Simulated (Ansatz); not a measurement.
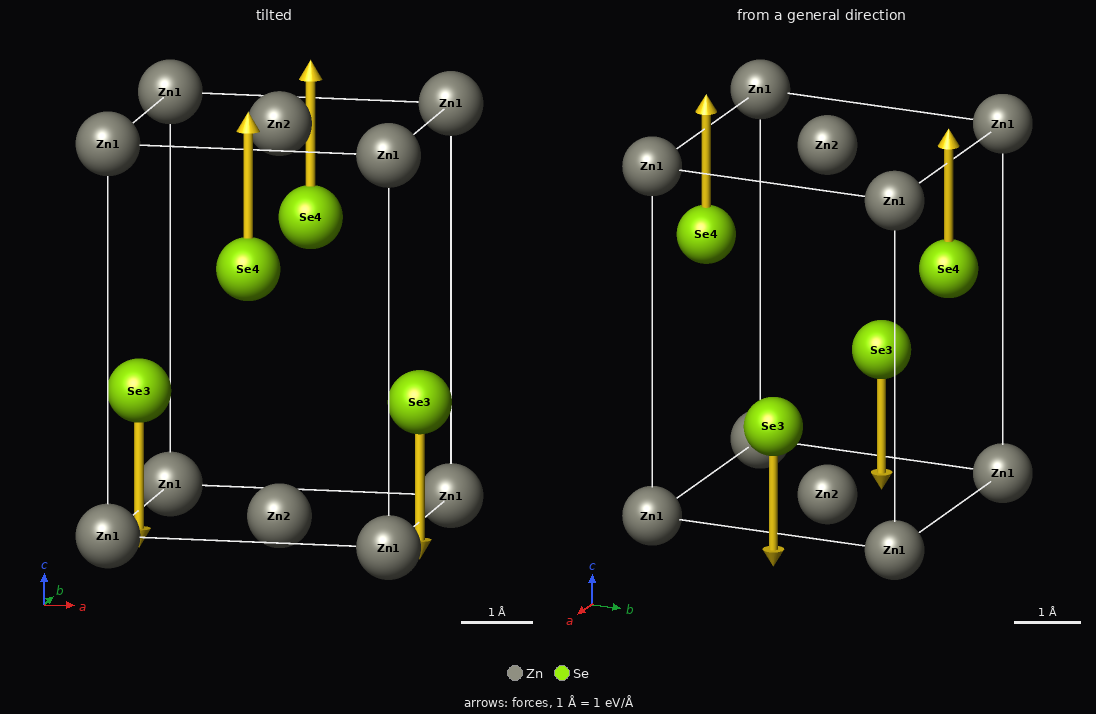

We look at a spheres-only model of the crystal slightly off an axis and from a general direction. One simulation cell is framed, with atoms on its boundary repeated. The arrows are the computed forces on the atoms.

System: ZnSe. Run with DFT PBE, scalar-relativistic, plane waves, PAW (Ansatz) and these settings: plane waves up to 420 eV, an 8×8×6 grid in reciprocal space, Gaussian smearing of 0.02 eV, no spin polarisation.

> Has this structure been optimised to equilibrium?

No. The atoms still feel forces of up to about 1.8 eV/Å, far above a usual threshold of 0.01 to 0.03 eV/Å.

> Which atom is pushed hardest?

Se3 and Se4, about 1.8 eV/Å.

Starting structure: a structure listed in the Materials Project. The cell was then strained or its atoms displaced on purpose. It was run through Ansatz as a DFT input.
